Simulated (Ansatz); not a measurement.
## Geometry relaxation, with input and output: Sn₈O (part 2 of 2)

Sn₈O (slab, 9 atoms in the cell); DFT PBEsol, scalar-relativistic, plane waves, PAW, no spin polarisation (Ansatz 0.2.0); cutoff 420 eV, 6×5×1 k-mesh, Gaussian smearing of 0.1 eV. The structure derives from an entry of the Crystallography Open Database. The input holds or restrains some coordinates. Forces given for the steps count only the free coordinates. It belongs to a series of runs on one base structure; here: O over the place (1/6, 0/6) of the surface cell, its height relaxed.

Geometry of the input (Å; fractional positions):
```
4.6256  0.0000  0.0000
0.0000  6.5416  0.0000
0.0000  0.0000  25.9384
Sn 0.5000  0.0000  0.3277
Sn 0.0000  0.2500  0.3277
Sn 0.0000  0.5000  0.4169
Sn 0.5000  0.7500  0.4169
Sn 0.5000  -0.0008  0.5078
Sn 0.0000  0.2508  0.5078
Sn 0.0000  0.5006  0.5966
Sn 0.5000  0.7494  0.5966
O  0.1667  0.5006  0.6699
```

```
WARN: The output density's exchange-correlation potential varies sharply where the density is thin. Do not read a vacuum level from v_tot or v_xc, or from such a field of the output density. On a cell that repeats whose density bears no net charge and no dipole along the vacuum's axis use v_es (v_loc + v_h of the components); under efield.dipole_correction with no amplitude use v_es + v_field, which holds any external_charges[].barrier, or the levels of the report's work_function block, which leave it out; under a non-zero efield.amplitude the vacuum is tilted and has no level; on a cell that repeats and bears such a dipole with no correction it is tilted too, and efield.dipole_correction with no amplitude gives each side of its ramp a level where efield: is served; in a cell that repeats whose density bears a net charge (total_charge, or a fill off its count) it is curved and has none; of a slab under crystal.periodic whose density bears no net charge use v_es, which has a level on each side, short of where the two are joined; of another it falls or rises all the way out and has none; of a slab beside external_charges read slab_vacuum_level instead, which it has where they leave it neutral. The grid or the basis barely resolves most such structure, and the values can differ between equally converged runs; as a rule a tighter scf.convergence.dr2_threshold does not remove it. Where the density itself ripples (under the LDA too) a higher basis.ecutwfc lessens it. The files hold the spikes' plane waves up to the density's cutoff. Files: v_tot_of_output_density and the like, and their columns of v_z.tsv (output.write_potential); v_xc_of_output_density and the like, and their columns of v_comp_z.tsv (output.write_potential_components). Measured: with its Gaussian average of σ = 0.25 Å subtracted twice, the exchange-correlation potential is over 0.1 eV at 541 of the grid points where the equally averaged density (valence and model cores) is under 1e-3 e/Å³, and 0.362 eV at the most among them, at an averaged density of 1.0e-3 e/Å³. The input density's (outcome.potential() and, of a run that writes arrays, v_tot and v_xc) is over 0.1 eV, so measured, at 2071 points of its own thin density, 0.361 eV at the most. See output.write_potential in the manual, Limitations
SCF converged after 5 iterations
Free energy (F): -48153.463160 eV
Harris-Foulkes:  -48153.463160 eV  (|F-HF|=3.29e-7)
Internal energy: -48153.424893 eV  (E = F + TS)
E sigma→0 (E₀):  -48153.444027 eV
Entropy (-TS):   -0.038267 eV (-4.252 meV/atom)
Fermi energy:    -0.944260 eV
Dipole field:    D = -0.083281 V/Å  (p = -0.361221 e·Å, saw-weighted, corrected)
Work function:   Φ+ = 6.5991 eV   Φ− = 4.4389 eV
Levels:          The Fermi level and band energies are counted from a zero that moves with the ramp; work functions are not
--- Per-component energies (eV) ---
  E_band       = -1978.761790
  E_kinetic    = 1666.397718
  E_local      = -80732.572069  (includes V_loc(G=0)·N_el)
  E_nonlocal   = -194.502351
  E_hartree    = 40512.742008
  E_xc         = -3099.970241
  E_vxc        = -859.780779  (∫ρ·V_xc dr)
  E_paw        = -32675.056332  (= ΣΔE_a)
  E_vpaw       = -2877.109675  (= ΣTr[D̂ρ^β])
  E_aug_tail   = 0.002312  (compensation charges beyond the density's cutoff)
  E_efield     = 0.015041  (sawtooth field / dipole correction)
  E_vefield    = -6.682391  (∫n·V_field dr)
  E_ewald      = 26367.205014
  E_core_change = 2.314006  (= ΣΔE_core)
  E_smearing   = -0.038267  (= −TS)
  E_closure    = -0.000000  (closes the sum)
  Σ components = -48153.463160   (vs F -48153.463160, Δ=0.00e0)
--- Forces (eV/Å), atoms counted from 1 ---
  atom   1  Sn     0.02650752     0.10668454     0.03544487
  atom   2  Sn    -0.01751835    -0.08678096    -0.08061253
  atom   3  Sn    -0.03451712    -0.13180022     0.07229755
  atom   4  Sn     0.02144868     0.09953471     0.05250222
  atom   5  Sn    -0.12976410     0.13675977    -0.08476609
  atom   6  Sn     0.06113820    -0.15385210    -0.24833675
  atom   7  Sn    -0.51851029     0.13995449    -0.14616200
  atom   8  Sn    -0.09627063    -0.24717556     0.40683423
  atom   9  O      0.68749017     0.13670750    -0.00718390
  max |Σ_I F_I| component: 3.22e-5 eV/Å
--- Band table (eV; the first three rows and the last of 16) ---
  k-point 0: bands = ["-22.4532", "-22.4103", "-22.3962", "-22.3766", "-22.3691", "-22.3543", "-22.3475", "-22.3185", "-22.2953", "-22.2843", "-22.2723", "-22.2479", "-22.2439", "-22.2351", "-22.2107", "-22.1912", "-22.1692", "-22.1622", "-22.1384", "-22.1197", "-22.0870", "-22.0734", "-22.0646", "-22.0541", "-22.0320", "-22.0286", "-22.0190", "-21.9945", "-21.9802", "-21.9776", "-21.9692", "-21.9457", "-21.9152", "-21.9061", "-21.8685", "-21.8619", "-21.8606", "-21.8342", "-21.8239", "-21.7604", "-17.1457", "-10.8596", "-9.9973", "-8.8875", "-8.2894", "-7.7693", "-6.6903", "-5.0243", "-3.7680", "-3.6218", "-3.3759", "-3.0974", "-2.6772", "-2.5313", "-2.0598", "-1.9269", "-1.5435", "-1.1069", "-0.9394", "-0.1477", "-0.1196", "0.3053", "0.4871", "0.9852", "1.1314", "1.4997", "1.7981", "2.0305", "2.5720", "2.9049", "3.1263"]
  k-point 1: bands = ["-22.4494", "-22.4072", "-22.3935", "-22.3772", "-22.3718", "-22.3566", "-22.3479", "-22.3236", "-22.2905", "-22.2836", "-22.2705", "-22.2513", "-22.2485", "-22.2350", "-22.2221", "-22.1916", "-22.1780", "-22.1598", "-22.1320", "-22.1072", "-22.0842", "-22.0707", "-22.0652", "-22.0564", "-22.0333", "-22.0292", "-22.0187", "-21.9946", "-21.9798", "-21.9736", "-21.9646", "-21.9448", "-21.9161", "-21.9069", "-21.8705", "-21.8636", "-21.8602", "-21.8366", "-21.8251", "-21.7615", "-17.1456", "-10.7405", "-9.9172", "-9.0656", "-8.9284", "-6.9704", "-6.6563", "-5.3508", "-3.9371", "-3.5312", "-3.1988", "-2.9733", "-2.5870", "-2.4806", "-2.1555", "-1.8521", "-1.3949", "-1.2082", "-0.8899", "-0.4486", "-0.2637", "0.3700", "0.5942", "0.7102", "1.0322", "1.3756", "2.0828", "2.3022", "2.7030", "2.8392", "3.0633"]
  k-point 2: bands = ["-22.4418", "-22.4021", "-22.3874", "-22.3846", "-22.3701", "-22.3633", "-22.3473", "-22.3320", "-22.2882", "-22.2716", "-22.2692", "-22.2599", "-22.2484", "-22.2423", "-22.2338", "-22.2061", "-22.1871", "-22.1493", "-22.1122", "-22.0928", "-22.0848", "-22.0788", "-22.0731", "-22.0446", "-22.0343", "-22.0243", "-22.0214", "-22.0006", "-21.9774", "-21.9705", "-21.9554", "-21.9396", "-21.9178", "-21.9095", "-21.8734", "-21.8688", "-21.8572", "-21.8415", "-21.8269", "-21.7631", "-17.1454", "-10.3905", "-9.8733", "-9.5920", "-9.2556", "-6.4719", "-6.1797", "-5.6385", "-4.7571", "-3.2735", "-3.0163", "-2.6088", "-2.4033", "-2.2813", "-1.8978", "-1.8192", "-1.6438", "-1.2891", "-1.1121", "-0.7128", "-0.5455", "0.2959", "0.6239", "0.7331", "1.0643", "1.4569", "2.1375", "2.4075", "2.8917", "3.0201", "3.2329"]
  k-point 15: bands = ["-22.4448", "-22.4159", "-22.4113", "-22.4016", "-22.3704", "-22.3612", "-22.3322", "-22.3094", "-22.2850", "-22.2612", "-22.2530", "-22.2376", "-22.2263", "-22.2098", "-22.2031", "-22.1785", "-22.1640", "-22.1493", "-22.1334", "-22.1231", "-22.1190", "-22.1020", "-22.0940", "-22.0771", "-22.0475", "-22.0255", "-22.0080", "-22.0010", "-21.9805", "-21.9737", "-21.9621", "-21.9547", "-21.9285", "-21.9143", "-21.8708", "-21.8701", "-21.8665", "-21.8059", "-21.7900", "-21.7730", "-17.1141", "-9.3101", "-9.2697", "-8.4733", "-8.3557", "-7.4233", "-7.2513", "-6.9564", "-6.8751", "-3.7109", "-3.5858", "-3.5168", "-3.3020", "-2.9336", "-2.6552", "-2.5777", "-1.8234", "-1.4442", "-1.2197", "-1.0054", "-0.4974", "0.6071", "1.2080", "1.7149", "1.9208", "2.2938", "2.6625", "2.8731", "3.4116", "3.6376", "3.6932"]
--- Relaxed structure (3 steps of the walk, 3 accepted, 0 SCFs on fresh bases) ---
  F+E_penalty+E_count = -48153.46316030 eV   max|allowed force component| = 7.184e-3 eV/Å
  atoms:
    - { symbol: Sn, position: [0.5, 0.0, 0.32769984369999994] }
    - { symbol: Sn, position: [0.0, 0.25, 0.32769984369999994] }
    - { symbol: Sn, position: [0.0, 0.5, 0.41686466599999994] }
    - { symbol: Sn, position: [0.5, 0.75, 0.41686466599999994] }
    - { symbol: Sn, position: [0.5, -0.0008212281, 0.5077593929999998] }
    - { symbol: Sn, position: [0.0, 0.2508212281, 0.5077593929999998] }
    - { symbol: Sn, position: [0.0, 0.5006201598, 0.5966396218999999] }
    - { symbol: Sn, position: [0.5, 0.7493798402, 0.5966396218999999] }
    - { symbol: O, position: [0.1666666667, 0.5006201598, 0.6632402787584392] }
```

Trajectory as extended XYZ (Å, eV, eV/Å), 3 frames, from step=1 to step=3
```
9
Lattice="4.6256 0.0000 0.0000 0.0000 6.5416 0.0000 0.0000 0.0000 25.9384" Properties=species:S:1:pos:R:3:forces:R:3 step=1 energy=-48153.20729
Sn    2.3128    0.0000    8.5000    0.0243   0.0962   0.0100
Sn    0.0000    1.6354    8.5000   -0.0152  -0.0906  -0.0651
Sn    0.0000    3.2708   10.8128   -0.0278  -0.1306   0.0741
Sn    2.3128    4.9062   10.8128    0.0153   0.1071   0.0685
Sn    2.3128   -0.0054   13.1705   -0.1165   0.1418  -0.0668
Sn    0.0000    1.6408   13.1705    0.0553  -0.1702  -0.2276
Sn    0.0000    3.2748   15.4759    0.5666   0.2218   2.2948
Sn    2.3128    4.9021   15.4759   -0.1819  -0.3850   0.5046
O     0.7709    3.2748   17.3759   -0.3203   0.2096  -2.5928
9
Lattice="4.6256 0.0000 0.0000 0.0000 6.5416 0.0000 0.0000 0.0000 25.9384" Properties=species:S:1:pos:R:3:forces:R:3 step=2 energy=-48153.46303
Sn    2.3128    0.0000    8.5000    0.0265   0.1071   0.0363
Sn    0.0000    1.6354    8.5000   -0.0175  -0.0864  -0.0813
Sn    0.0000    3.2708   10.8128   -0.0346  -0.1320   0.0722
Sn    2.3128    4.9062   10.8128    0.0216   0.0992   0.0522
Sn    2.3128   -0.0054   13.1705   -0.1298   0.1368  -0.0853
Sn    0.0000    1.6408   13.1705    0.0613  -0.1536  -0.2491
Sn    0.0000    3.2748   15.4759   -0.5532   0.1379  -0.2182
Sn    2.3128    4.9021   15.4759   -0.0933  -0.2429   0.4041
O     0.7709    3.2748   17.1999    0.7188   0.1340   0.0681
9
Lattice="4.6256 0.0000 0.0000 0.0000 6.5416 0.0000 0.0000 0.0000 25.9384" Properties=species:S:1:pos:R:3:forces:R:3 step=3 energy=-48153.46316
Sn    2.3128    0.0000    8.5000    0.0265   0.1067   0.0354
Sn    0.0000    1.6354    8.5000   -0.0175  -0.0868  -0.0806
Sn    0.0000    3.2708   10.8128   -0.0345  -0.1318   0.0723
Sn    2.3128    4.9062   10.8128    0.0214   0.0995   0.0525
Sn    2.3128   -0.0054   13.1705   -0.1298   0.1368  -0.0848
Sn    0.0000    1.6408   13.1705    0.0611  -0.1539  -0.2483
Sn    0.0000    3.2748   15.4759   -0.5185   0.1400  -0.1462
Sn    2.3128    4.9021   15.4759   -0.0963  -0.2472   0.4068
O     0.7709    3.2748   17.2034    0.6875   0.1367  -0.0072
```

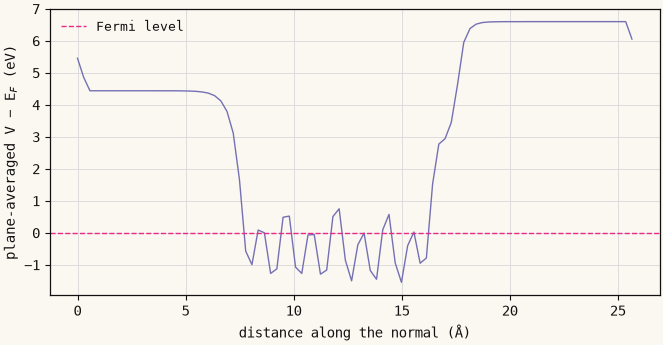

Plane average of the electrostatic potential energy of an electron across the cell, from the Fermi level. The vacuum level lies 6.60 eV above the Fermi level on the upper side and 4.44 eV on the lower.

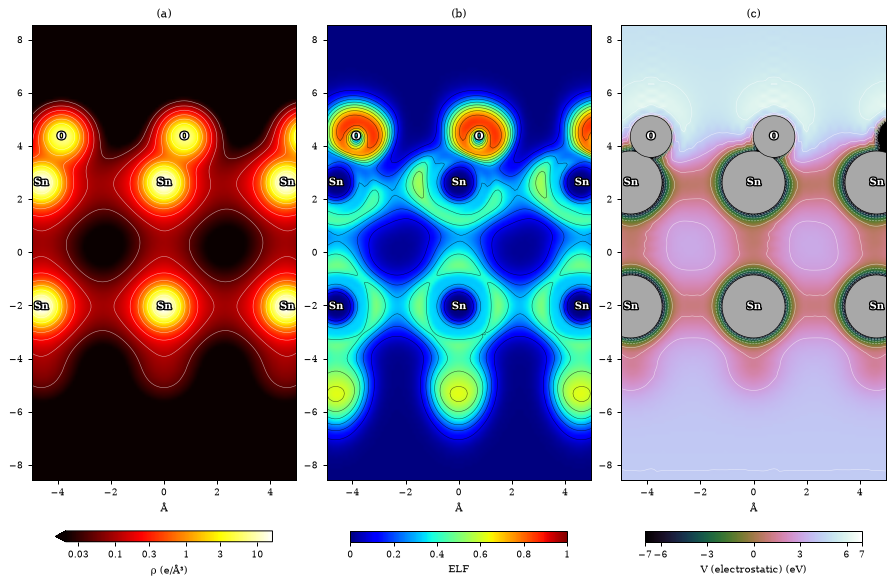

(a) valence pseudo-density; (b) electron localisation function; (c) electrostatic potential energy of an electron on the (010) plane of the calculation cell, a cut from vacuum to vacuum. Grey discs, where drawn, cover atomic cores. Atoms in the plane: Sn and O. Sn–O (1.89 Å): ρ at the midpoint is about 0.99 e/Å³; the ELF is about 0.30 at the midpoint; no shared pair; the contact is polar. The density dies away to nearly zero in the vacuum. Core electrons are frozen (PAW), so the fields are smoothed inside the atomic spheres.

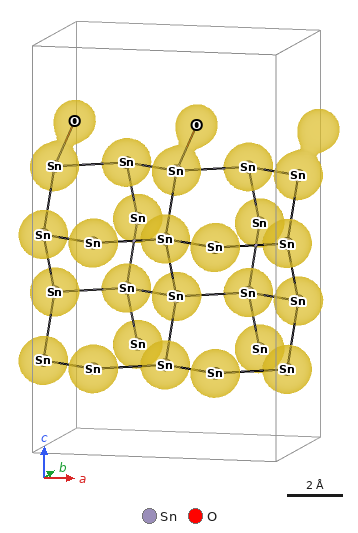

Isosurface of the valence electron density at 0.8 e/Å³ (yellow), seen slightly off an axis. Sticks mark near contacts. At this value the density breaks into separate islands; it holds about 70 % of the electrons treated as valence (semicore included). It is pinched off along the Sn–Sn (2.83 Å) and Sn–Sn (2.87 Å) contacts. On the grid the lowest density along these lines, outside the cores, is 0.98 e/Å³ (Sn–O, 1.89 Å), 0.33 e/Å³ (Sn–Sn, 2.83 Å) and 0.33 e/Å³ (Sn–Sn, 2.87 Å).

Summary

```csv
quantity,value
outcome,converged under the restraints of the input
electrons treated,118
free energy,−48153.4632 eV
"work function, top face",6.60 eV
"work function, bottom face",4.44 eV
Fermi energy,−0.944 eV
gap on the k-point mesh,none (metallic)
final volume,784.86 Å³
work function (upper face),6.60 eV
"largest force (length of the vector) at the end, held atoms and coordinates included",0.701 eV/Å
wall time,3.3 min (CPU time 6.4 min)
peak memory,1.5 GiB
```

Remarks

The program warns: the exchange-correlation potential is rough where the density is thin.
